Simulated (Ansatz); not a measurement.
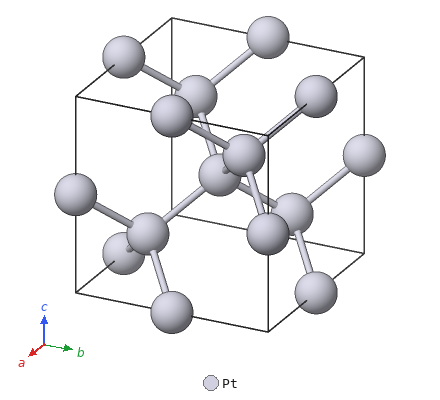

Pt (Fd-3m, No. 227): the geometry relaxed with DFT, m-r2SCAN, plane waves (500 eV) with PAW, scalar-relativistic in Ansatz; the starting structure was generated, so it need not be a known form of this composition.

```
CELL_PARAMETERS angstrom
5.72537 0.00000 0.00000
0.00000 5.72537 0.00000
0.00000 0.00000 5.72537
ATOMIC_POSITIONS crystal
Pt 0.75000 0.75000 0.75000
Pt 0.00000 0.50000 0.00000
Pt 0.75000 0.25000 0.25000
Pt 0.00000 0.00000 0.50000
Pt 0.25000 0.75000 0.25000
Pt 0.50000 0.50000 0.50000
Pt 0.25000 0.25000 0.75000
Pt 0.50000 0.00000 0.00000
```

Q: What will a HAADF-like image along [211] show? The image is simulated as a sum over atoms of Z^1.6, blurred by a 0.56 Å probe (no channelling). The probe carries 15 % of its weight in a tail 2.5 times as wide. Shot noise was added.

A: The columns repeat on a rectangular net of 2.02 × 3.31 Å (plane group p2mm). All columns are alike (Pt). The shortest distance between visible columns is 0.83 Å in projection. Along the beam the structure repeats every 7.01 Å.

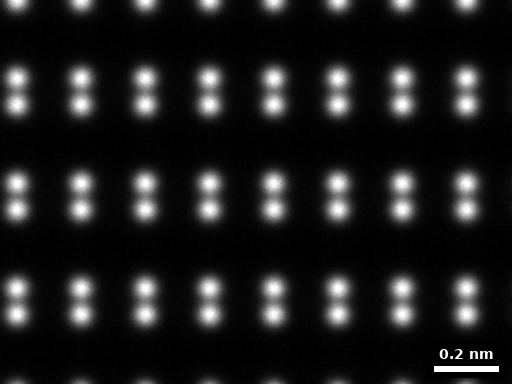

The simulated image.
